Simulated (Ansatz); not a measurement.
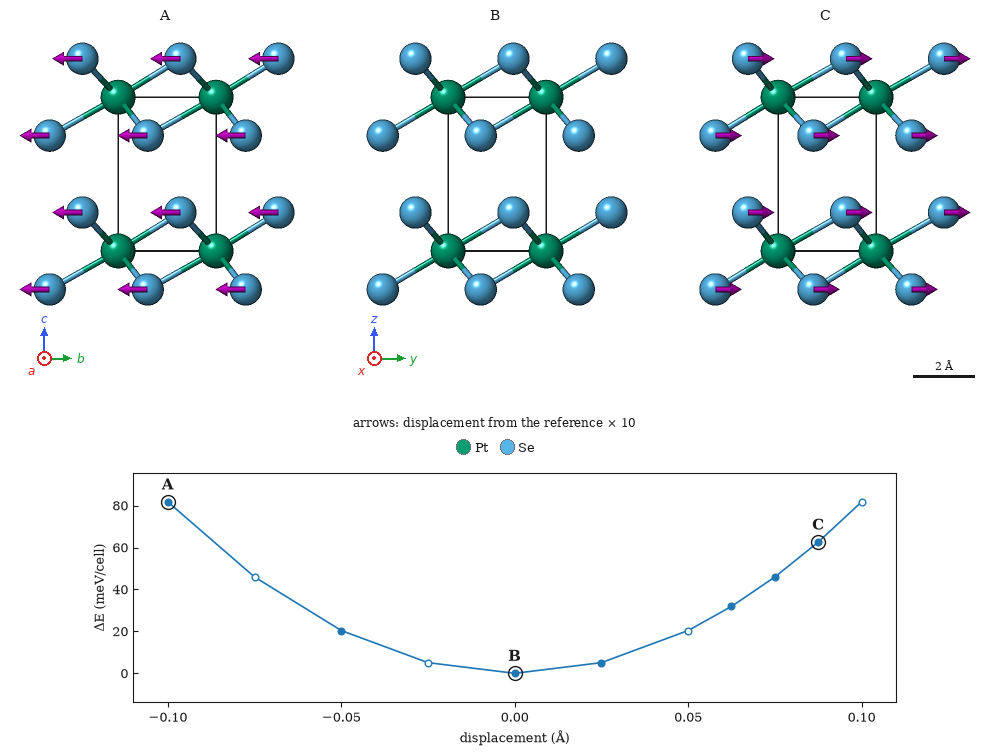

Energy scan for crystalline PtSe₂ (P-3m1), in which the whole Se sublattice is shifted rigidly, along Cartesian [0 1 0], all else fixed. The lettered frames are marked on the plot. Hollow markers are points alike by symmetry, not computed again. A ball-and-stick model of the cell of the calculation, repeated 2 × 1 × 1 with one cell outlined, seen along the a axis. Purple arrows: displacements from the reference.

Method: DFT PBE, scalar-relativistic, plane waves, PAW in Ansatz 0.2.0. Set-up: plane-wave cutoff 420 eV; k-point mesh 12 × 12 × 10; occupations gaussian; smearing width 0.15 eV; no spin polarisation. Energies (free energies at the smearing named) are counted from the cell as listed in its source, which wasn't relaxed.

What does the scan show?

Answer. The lowest computed point lies at the displacement 0.00 Å (0.0 meV/cell). The end points stand at 81.8 meV/cell (−0.10 Å) and 81.8 meV/cell (0.10 Å). The curvature at zero is about 16 eV/Å² per cell. The well is symmetric. At the highest point the shortest interatomic distance is 2.41 Å, against 2.50 Å in the reference. The distortion takes the space group from P-3m1 to Cm.

The computed points:

| displacement (Å) | ΔE (meV/cell) |
| --- | --- |
| −0.1000 | 81.8 |
| −0.0750 | 45.9 |
| −0.0500 | 20.4 |
| −0.0250 | 5.1 |
| 0.0000 | 0.0 |
| 0.0250 | 5.1 |
| 0.0500 | 20.4 |
| 0.0625 | 31.9 |
| 0.0750 | 45.9 |
| 0.0875 | 62.6 |
| 0.1000 | 81.8 |

Points that are alike by symmetry were computed once.

Limits of the set-up: layers or molecules are held without a dispersion correction, so their spacing is unreliable.
